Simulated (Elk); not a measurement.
## GaP (F-43m): how ε∞ follows the gap

The empty bands of GaP (F-43m) are shifted up rigidly by Δ, and ε∞ is computed for each shift.

The structure is cubic, space group F-43m (No. 216). Conventional cell: a = 5.451 Å, b = 5.451 Å, c = 5.451 Å, α = 90.00°, β = 90.00°, γ = 90.00°. Ga on site a is surrounded by 4 P at 2.36 Å. P on site c has 4 Ga at 2.36 Å as nearest neighbours.

Method: Elk 11.2.3 (patched build), PBE, independent particles, k-mesh 11×11×11, Lorentzian half width 0.15 eV.

Launch of the response step: `OMP_NUM_THREADS=4 elk`. The series took 25 s in all, its band step included, on 4 threads of Intel(R) Xeon(R) Platinum 8488C (Sapphire Rapids), with other jobs on the host.

| Δ (eV) | ε∞ |
| --- | --- |
| 0.00 | 10.899 |
| 0.25 | 10.346 |
| 0.50 | 9.857 |
| 0.75 | 9.420 |
| 1.00 | 9.027 |
| 1.50 | 8.348 |
| 2.00 | 7.780 |
| 3.00 | ? |

With one effective transition at E₀ and fixed dipole strength, ε∞ − 1 = A/(E₀ + Δ), so 1/(ε∞ − 1) is linear in Δ.

Working, on the rows shown:

| x = Δ (eV) | y = 1/(ε∞ − 1) |
| --- | --- |
| 0 | 0.10102 |
| 0.25 | 0.106998 |
| 0.5 | 0.112905 |
| 0.75 | 0.118765 |
| 1 | 0.12458 |
| 1.5 | 0.136091 |
| 2 | 0.147493 |

Means: x̄ = 0.85714, ȳ = 0.12112. Σ(x − x̄)(y − ȳ) = 0.06925, Σ(x − x̄)² = 2.982. Slope = 0.06925 / 2.982 = 0.02322; intercept = ȳ − slope · x̄ = 0.10122. Turned back into ε∞, the line misses the rows shown by at most 0.019.

Question: What does the fit predict for the withheld row, and how well does it do?

Answer: At x = 3 the line gives y = 0.17088, that is 6.852. The run gave 6.881, so the extrapolation is off by 0.029, 0.7 % of the range in the table.

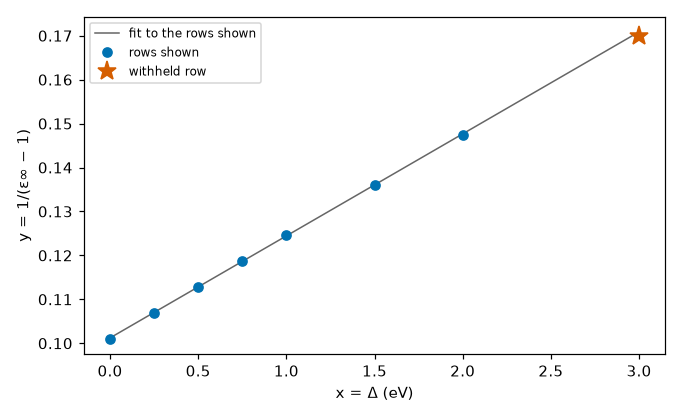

Refitted with all rows, the slope is 0.023 and the intercept 0.10137. These give E₀ = intercept/slope = 4.4 eV, far above the least direct gap of 1.82 eV: most of the screening comes from transitions well over the edge. Over the first step ε∞ falls by 20 % per eV. Excitons are left out and so are local fields; PBE gaps are as a rule too small. The values come from a sum over the points of one k-mesh and carry its error, which grows as the direct gap shrinks. Spin-orbit coupling is left out.
